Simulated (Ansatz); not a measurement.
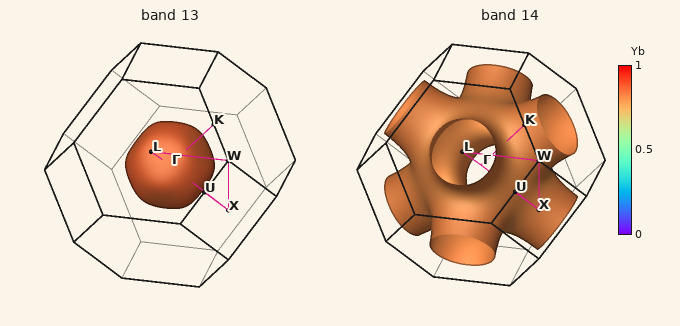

Fermi surface of YbH3 (space group Fm-3m, No. 225), coloured by the weight of the states on Yb (Voronoi cells).

Computed with Ansatz 0.2.0, DFT PBE, scalar-relativistic, plane waves, PAW; levels and slopes on a dense k mesh at the converged density. No spin polarisation. Mesh 34×34×34, interpolated with the band slopes. The geometry was not relaxed (residual pressure −5 GPa). The cell comes from a database of computed structures, not from a measurement.

### On which elements do the states at the Fermi level lie?

Band 13: Yb (85 %) and H (15 %). Band 14: Yb (80 %) and H (20 %).

The f electrons are treated as band states by a semilocal functional, which places them too near the Fermi level in most such compounds. Spin-orbit coupling is left out; with Yb it can split, shift or remove sheets.
